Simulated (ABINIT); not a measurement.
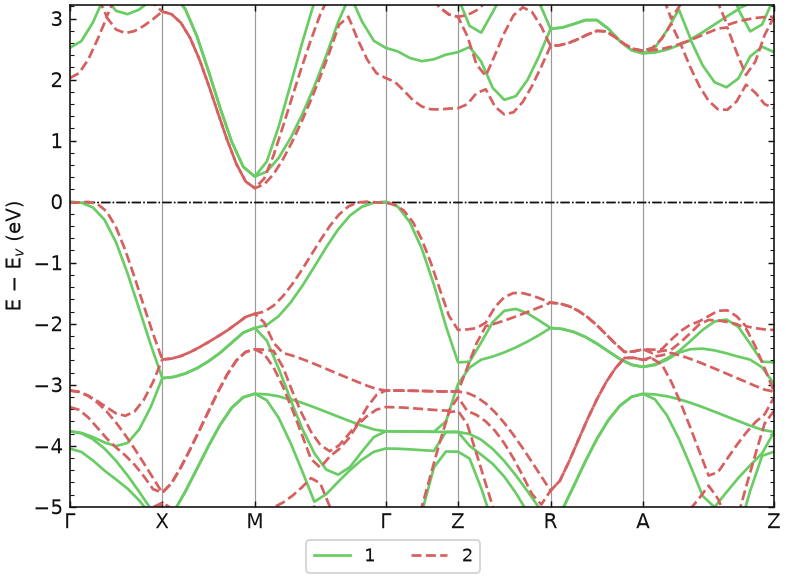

Band structures of SnO, space group P4/nmm, 4 atoms in the cell (a = 3.814 Å, c = 4.887 Å (tetragonal axes)), by two methods on the same cell. Each is counted from its own valence-band top.

Q: Which curve is which? The methods: LDA, TB-mBJ.

A: 1 is TB-mBJ; 2 is LDA. TB-mBJ gives a gap of 0.41 eV along the path and LDA gives a gap of 0.22 eV along the path.

Settings. TB-mBJ: JTH PAW LDA v2.0, no spin polarisation, no spin-orbit coupling, 4×4×3 k mesh, 762 eV cutoff, Fermi-Dirac smearing of 0.05 eV (ABINIT 10.8.3 (patched build)). LDA: JTH PAW LDA v2.0, no spin polarisation, no spin-orbit coupling, 7×7×6 k mesh, 626 eV cutoff, Fermi-Dirac smearing of 0.05 eV (ABINIT 10.8.3 (patched build)).

The usual form of SnO is litharge (tetragonal). TB-mBJ: the k mesh is coarse, so the values aren't converged. TB-mBJ: the constant c of TB-mBJ comes from the pseudo density here, which moves gaps by up to 0.3 eV between sets of potentials. TB-mBJ: the PAW data sets were made with another functional. LDA, GGA and most meta-GGA functionals understate gaps.
